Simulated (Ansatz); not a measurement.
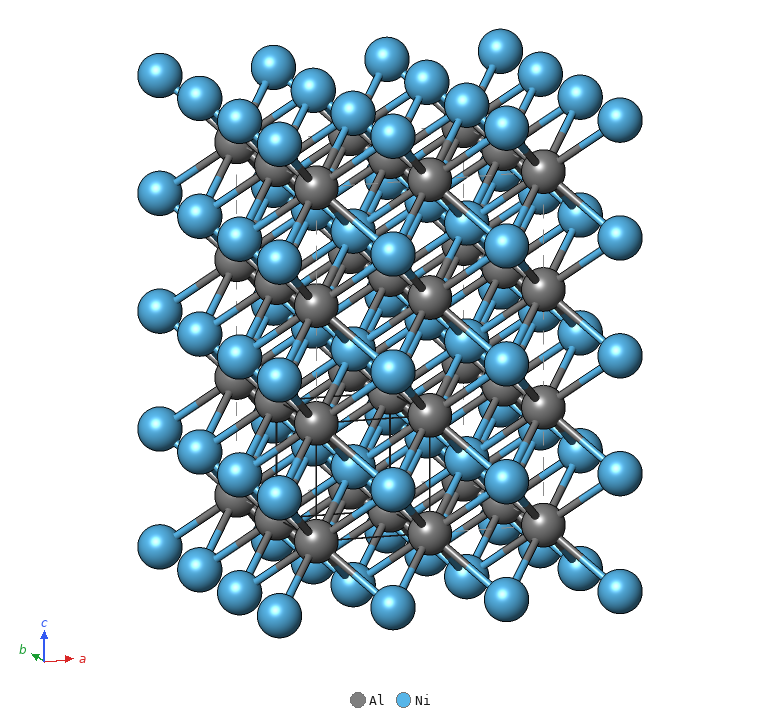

System AlNi (space group Pm-3m, No. 221); source of the atomic positions: the input geometry of an electronic-structure calculation (not necessarily at equilibrium).

Bonds are taken as Al–Ni below 2.8 Å; no other contact counts. The graph is simplified in the usual way: terminal and isolated atoms are pruned, two-connected atoms become edges.

What kind of net remains, and which atoms are its nodes?

Answer. A uninodal 8-connected, three-periodic net: Al and Ni are 8-connected nodes.

Does the net have a name?

Answer. It is the bcu net, known from CsCl and the body-centred cubic metals.

Is the net interpenetrated?

Answer. It is a single net, without interpenetration.

Give the first ten terms of the coordination sequence (nodes one, two, three … edges away).

Answer. Al and Ni: 8, 26, 56, 98, 152, 218, 296, 386, 488, 602.

How many nodes does the smallest cycle have?

Answer. Four.
